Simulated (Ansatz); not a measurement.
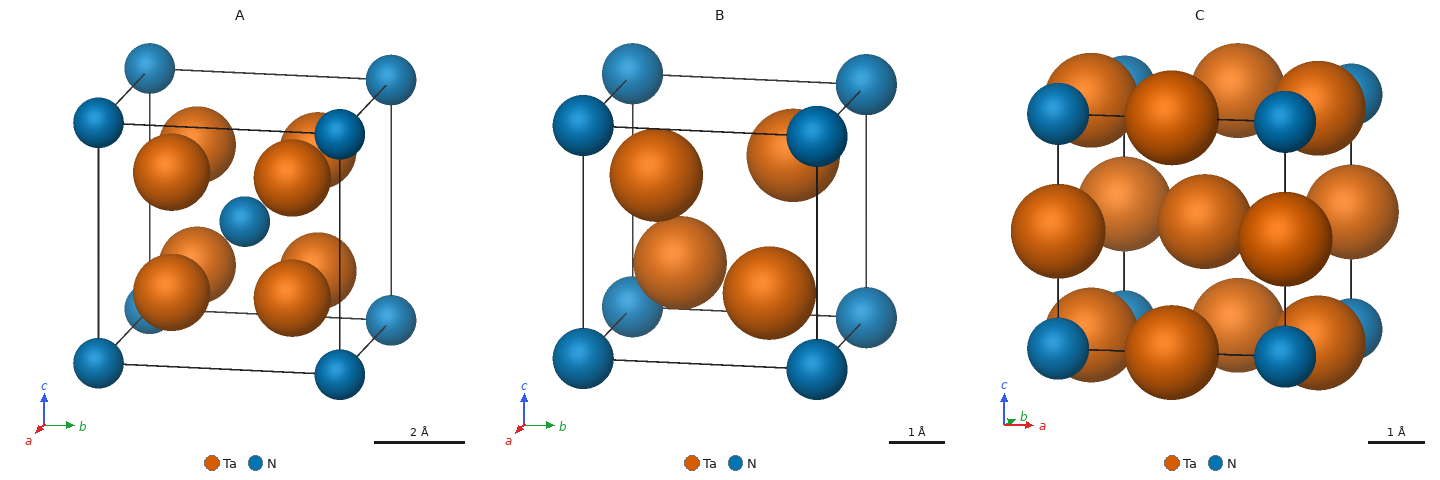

Three structures of Ta₄N, each relaxed to rest (conventional cells in solid outline, small ones repeated, each panel with its own scale). Method: DFT PBE, scalar-relativistic, plane waves, PAW in Ansatz, without spin polarisation.

Question: Give the type and space group of each panel.

Answer: A: 10 atoms a cell on a body-centred cubic lattice, Im-3m; B: 5 atoms a cell on a primitive cubic lattice, P-43m; C: 5 atoms a cell on a primitive cubic lattice, Pm-3m.

Question: Which of these is lowest in energy, and how far above it do the others lie?

Answer: C, then B (+315 meV/atom) and A (+1003 meV/atom), energies at zero smearing.

Question: Collect the results in a table.

Answer:
| panel | structure | E − E(lowest) (meV/atom) | volume (Å³/atom) | gap (eV) |
| --- | --- | --- | --- | --- |
| C | Pm-3m | 0 | 15.8 | metal |
| B | P-43m | 315 | 17.1 | metal |
| A | Im-3m | 1003 | 16.6 | metal |

Some of these may be structure types tried for this composition rather than known phases, and the most stable form need not be among them. Gaps are taken on the k-mesh or band path of each run.
